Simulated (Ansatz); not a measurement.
## Phonon calculation, with input and output: Si₃N₄ (part 2 of 2)

The same run, continued: Si₃N₄ (P6₃/m, 14 atoms in the cell); DFT PBEsol, scalar-relativistic, plane waves, PAW, no spin polarisation (Ansatz 0.2.0); cutoff 420 eV, 6×6×8 k-mesh, fixed occupations. The structure derives from an entry of the Crystallography Open Database. It belongs to a series of runs on one base structure; here: zone-centre phonons and field response.

Geometry of the input (Å; fractional positions):
```
7.6247  0.0000  0.0000
-3.8124  6.6032  0.0000
0.0000  0.0000  2.9104
Si 0.7676  0.1740  0.2489
Si 0.5936  0.7676  0.7489
Si 0.8260  0.5936  0.2489
Si 0.2324  0.8260  0.7489
Si 0.4064  0.2324  0.2489
Si 0.1740  0.4064  0.7489
N  0.0296  0.3300  0.2489
N  0.6996  0.0296  0.7489
N  0.6700  0.6996  0.2489
N  0.9704  0.6700  0.7489
N  0.3004  0.9704  0.2489
N  0.3300  0.3004  0.7489
N  0.6667  0.3333  0.2489
N  0.3333  0.6667  0.7489
```

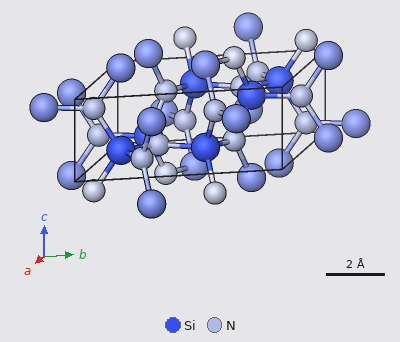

*The input geometry (ball-and-stick view of the cell of the calculation, seen slightly off an axis; neighbours outside the cell are drawn fainter). An atom can appear more than once, as a periodic image.*

### The program's output, continued
```
  k-point 0: bands = ["-10.0436", "-8.5671", "-8.5671", "-7.9468", "-7.8034", "-7.8034", "-6.5466", "-6.2294", "0.0278", "0.0278", "0.1162", "0.7480", "0.7480", "2.2600", "2.2600", "3.1165", "3.5614", "4.0624", "4.0624", "4.2509", "4.2509", "4.8126", "4.8126", "4.8389", "5.3569", "6.5815", "6.5815", "6.8169", "6.8169", "7.6468", "7.7329", "7.9187", "12.3122", "12.7078", "12.8988", "12.8988", "13.1991", "13.1991", "13.8956", "15.4546", "16.0152", "16.0152", "16.6584", "17.5229", "17.5229", "17.7980"]
  k-point 1: bands = ["-9.8552", "-8.3974", "-8.3974", "-7.8150", "-7.6565", "-7.6565", "-6.4711", "-6.2007", "0.0507", "0.0507", "0.2372", "0.7804", "0.7804", "2.3280", "2.3280", "2.7796", "3.1298", "3.5407", "3.5407", "3.6259", "3.6259", "4.5932", "4.7151", "4.7151", "4.7757", "6.5413", "6.5413", "6.8509", "6.8509", "7.0305", "7.1967", "8.1071", "13.3275", "13.4492", "13.7527", "13.7527", "13.7571", "13.7571", "14.2229", "15.5356", "15.8160", "15.8160", "17.0673", "17.0843", "17.0843", "17.2108"]
  k-point 2: bands = ["-9.3119", "-7.9229", "-7.9229", "-7.4703", "-7.2683", "-7.2683", "-6.2955", "-6.1980", "-0.1771", "-0.1771", "0.5365", "0.5365", "0.5557", "1.4108", "2.3102", "2.3102", "2.6071", "2.6384", "2.6384", "3.0690", "3.0690", "3.5416", "4.4927", "4.6600", "4.6600", "5.8965", "6.4380", "6.4380", "6.5055", "6.7882", "6.7882", "8.0499", "13.6624", "13.6624", "14.5263", "14.7115", "14.7115", "14.9546", "15.1829", "15.7162", "15.7162", "15.9062", "15.9146", "15.9146", "16.4846", "16.8750"]
  k-point 147: bands = ["-7.5152", "-7.5152", "-6.9190", "-6.9190", "-6.8319", "-6.8319", "-6.2186", "-6.2186", "-1.0825", "-1.0825", "-0.4848", "-0.4848", "-0.0326", "-0.0326", "1.3740", "1.3740", "2.5291", "2.5291", "2.7460", "2.7460", "3.5452", "3.5452", "3.9019", "3.9019", "5.3043", "5.3043", "6.2222", "6.2222", "6.6153", "6.6153", "7.0567", "7.0567", "12.7484", "12.7484", "13.8251", "13.8251", "14.1686", "14.1686", "14.5587", "14.5587", "14.9159", "14.9159", "15.4293", "15.4293", "17.0553", "17.0553"]
--- Phonons (Γ-DFPT): 8 representative perturbations + reference, on 148 of 288 k-points (Σ response iterations 28) ---
  ASR residual: 6.497e-5 → 0.000e0 eV/Å²; symmetrization residual: 8.247e-6 eV/Å²
  The last average, over the group as it would stand without the narrowing to the FFT grids, took up to 7.304e-6 eV/Å² of the zone centre's force constants
  ASR residual per site (eV/Å²): 2.60e-5 2.60e-5 2.60e-5 2.60e-5 2.60e-5 2.60e-5 5.34e-5 6.50e-5 5.26e-5 5.34e-5 6.50e-5 5.26e-5 2.79e-5 2.79e-5
  Γ frequencies (cm⁻¹): 0.00 0.00 0.00 174.18 174.18 195.16 216.54 216.54 234.85 258.58 292.97 292.97 348.26 386.72 406.31 406.31 428.76 428.76 441.97 539.92 548.87 548.87 600.86 600.86 638.56 707.83 841.09 850.83 850.83 854.55 854.55 868.54 879.09 879.09 910.92 910.92 921.61 1009.40 1009.40 1020.39 1020.39 1040.17
  ε∞ (high-frequency dielectric tensor):
        4.291154    -0.000000     0.000000
       -0.000000     4.291154     0.000000
        0.000000     0.000000     4.369677
  ε⁰ (static dielectric tensor: ions relaxed, cell fixed):
        8.275188    -0.000000     0.000000
       -0.000000     8.275188    -0.000000
        0.000000    -0.000000     8.235168
  ε⁰ − ε∞ (ionic part):
        3.984033    -0.000000     0.000000
       -0.000000     3.984033    -0.000000
        0.000000    -0.000000     3.865490
  softest optical mode at Γ: 174.18 cm⁻¹; the repairs (sum rule, projections) moved no ω² at Γ by more than (3.75 cm⁻¹)²
  Born effective charges Z* (e; rows j = field, columns β = displacement):
    site 0:
         3.38023    0.23030    0.00000
         0.20131    3.33125    0.00000
         0.00000    0.00000    3.40119
    site 1:
         3.15660   -0.07220    0.00000
        -0.10119    3.55488   -0.00000
         0.00000   -0.00000    3.40119
    site 2:
         3.53038   -0.11462    0.00000
        -0.14361    3.18109   -0.00000
         0.00000   -0.00000    3.40119
    site 3:
         3.38023    0.23030    0.00000
         0.20131    3.33125    0.00000
         0.00000    0.00000    3.40119
    site 4:
         3.15660   -0.07220    0.00000
        -0.10119    3.55488   -0.00000
         0.00000   -0.00000    3.40119
    site 5:
         3.53038   -0.11462    0.00000
        -0.14361    3.18109   -0.00000
         0.00000   -0.00000    3.40119
    site 6:
        -2.71078   -0.71968   -0.00000
        -0.72627   -2.02937   -0.00000
        -0.00000   -0.00000   -2.82611
    site 7:
        -1.57361    0.06972   -0.00000
         0.06313   -3.16655    0.00000
        -0.00000    0.00000   -2.82611
    site 8:
        -2.82584    0.65984   -0.00000
         0.65326   -1.91431    0.00000
        -0.00000    0.00000   -2.82611
    site 9:
        -2.71078   -0.71968   -0.00000
        -0.72627   -2.02937   -0.00000
        -0.00000   -0.00000   -2.82611
    site 10:
        -1.57361    0.06972   -0.00000
         0.06313   -3.16655    0.00000
        -0.00000    0.00000   -2.82611
    site 11:
        -2.82584    0.65984   -0.00000
         0.65326   -1.91431    0.00000
        -0.00000    0.00000   -2.82611
    site 12:
        -2.95698   -0.05336   -0.00000
         0.05336   -2.95698   -0.00000
        -0.00000    0.00000   -1.72524
    site 13:
        -2.95698   -0.05336   -0.00000
         0.05336   -2.95698   -0.00000
        -0.00000    0.00000   -1.72524
  Z* charge neutrality: 2.392e-2 e pre-enforcement
  solved inside a basis spanned on kpoints, on 6×6×8 k-points, its susceptibility summed on 6×6×12: ε∞ is read to err by 2.7e-2, Z* by 2.0e-2 e (field_mesh: kpoints solves on kpoints); Z* is corrected for what the basis lacks
  optical modes at Γ without the LO–TO term, one row a degenerate level:
      ω (cm⁻¹)  modes    IR ((D/Å)²/amu)
        174.18      2             0.0000
        195.16      1             0.0000
        216.54      2             0.0000
        234.85      1             0.0000
        258.58      1             0.0000
        292.97      2             0.0000
        348.26      1             8.7153
        386.72      1             0.0000
        406.31      2            27.9518
        428.76      2             0.0000
        441.97      1             0.0000
        539.92      1             0.0000
        548.87      2            19.0947
        600.86      2             0.0000
        638.56      1             0.0000
        707.83      1             0.0000
        841.09      1           137.0373
        850.83      2             0.0000
        854.55      2             0.0000
        868.54      1             0.0000
        879.09      2           235.4470
        910.92      2             0.0000
        921.61      1             0.0000
       1009.40      2            10.2560
       1020.39      2             0.0000
       1040.17      1             0.0000
  optical modes at Γ + LO–TO along q̂ = [1.0000, 0.0000, 0.0000]:
      ω (cm⁻¹)  modes    IR ((D/Å)²/amu)
        174.18      2             0.0000
        195.16      1             0.0000
        216.54      2             0.0000
        234.85      1             0.0000
        258.58      1             0.0000
        292.97      2             0.0000
        348.26      1             8.7153
        386.72      1             0.0000
        406.31      1            13.9759
        428.76      2             0.0000
        434.60      1             3.3677
        441.97      1             0.0000
        539.92      1             0.0000
        548.87      1             9.5473
        566.94      1             3.5258
        600.86      2             0.0000
        638.56      1             0.0000
        707.83      1             0.0000
        841.09      1           137.0373
        850.83      2             0.0000
        854.55      2             0.0000
        868.54      1             0.0000
        879.09      1           117.7235
        910.92      2             0.0000
        921.61      1             0.0000
        999.44      1             5.7341
       1009.40      1             5.1280
       1020.39      2             0.0000
       1040.17      1             0.0000
       1115.96      1           133.7471
  optical modes at Γ + LO–TO along q̂ = [0.0000, 1.0000, 0.0000]:
      ω (cm⁻¹)  modes    IR ((D/Å)²/amu)
        174.18      2             0.0000
        195.16      1             0.0000
        216.54      2             0.0000
        234.85      1             0.0000
        258.58      1             0.0000
        292.97      2             0.0000
        348.26      1             8.7153
        386.72      1             0.0000
        406.31      1            13.9759
        428.76      2             0.0000
        434.60      1             3.3677
        441.97      1             0.0000
        539.92      1             0.0000
        548.87      1             9.5473
        566.94      1             3.5258
        600.86      2             0.0000
        638.56      1             0.0000
        707.83      1             0.0000
        841.09      1           137.0373
        850.83      2             0.0000
        854.55      2             0.0000
        868.54      1             0.0000
        879.09      1           117.7235
        910.92      2             0.0000
        921.61      1             0.0000
        999.44      1             5.7341
       1009.40      1             5.1280
       1020.39      2             0.0000
       1040.17      1             0.0000
       1115.96      1           133.7471
  optical modes at Γ + LO–TO along q̂ = [0.0000, 0.0000, 1.0000]:
      ω (cm⁻¹)  modes    IR ((D/Å)²/amu)
        174.18      2             0.0000
        195.16      1             0.0000
        216.54      2             0.0000
        234.85      1             0.0000
        258.58      1             0.0000
        292.97      2             0.0000
        370.68      1             2.6542
        386.72      1             0.0000
        406.31      2            27.9518
        428.76      2             0.0000
        441.97      1             0.0000
        539.92      1             0.0000
        548.87      2            19.0947
        600.86      2             0.0000
        638.56      1             0.0000
        707.83      1             0.0000
        850.83      2             0.0000
        854.55      2             0.0000
        868.54      1             0.0000
        879.09      2           235.4470
        910.92      2             0.0000
        921.61      1             0.0000
       1009.40      2            10.2560
       1020.39      2             0.0000
       1040.17      1             0.0000
       1084.81      1           143.0984
```

### Key numbers

- outcome: converged
- space group (tolerance 0.01 Å): P6₃/m (176)
- electrons treated: 64
- free energy: −6773.8033 eV
- Fermi energy: 8.107 eV
- gap on the k-point mesh: 4.21 eV
- ε∞ (xx, yy, zz): 4.29, 4.29, 4.37
- Born charges (mean of the diagonal): all 6 Si atoms (3.37 e); N13, N14 (−2.55 e); N7, N8, N9, N10, N11, N12 (−2.52 e)
- hardware: 4 threads of Intel Xeon (Granite Rapids), 144 GiB of memory available, shared host
- wall time: 3 min (CPU time 11 min)
- peak memory: 4.1 GiB
